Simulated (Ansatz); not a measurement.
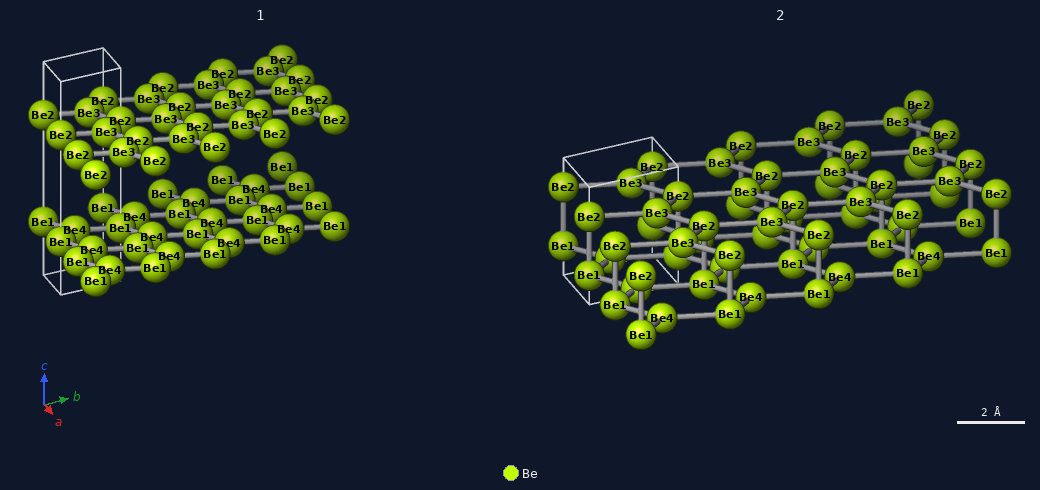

Two geometries of a crystal of Be (built on the graphite_194 type) (coarse preliminary run), drawn at one scale. One is the start of a relaxation, the other its converged end. Style: ball-and-stick. Shown: the cell of the calculation, repeated 3 × 4 × 1 with one cell outlined, slightly off an axis.

Method: Ansatz 0.2.0, DFT r2SCAN, scalar-relativistic, plane waves, PAW. (plane-wave cutoff 500 eV; k-point mesh 9 × 9 × 4; occupations gaussian; smearing width 0.1 eV; no spin polarisation; cell and atoms relaxed; force threshold 0.04 eV/Å; at most 70 steps)

Which one is relaxed?

Structure 2 is the relaxed one. Case: graphite type (P6_3/mmc, No. 194). The atoms keep their places relative to the cell (all moves are under 0.005 Å). The volume changes by +21.7 %, with a = b 2.439 → 3.628 Å (+48.7 %), c 6.643 → 3.655 Å (−45.0 %). Near-neighbour distances that change, for instance: Be1–Be2 3.322 → 1.827 Å, Be1–Be4 1.408 → 2.094 Å. New bonds form: Be1–Be2 (3.32 → 1.83 Å). The space group stays P6_3/mmc (No. 194). The energy falls by 5053 meV per atom in 17 accepted moves (19 points after the start). All forces vanish by symmetry, so only the cell relaxes. Pressure: 134.55 GPa at the start and 0.08 GPa at the end. The SCF was repeated twice at an unchanged geometry on a basis and grid sized afresh for the cell, which shifted the energy by 13.4 meV per atom at most. The run took about 60 core-seconds on a shared host.
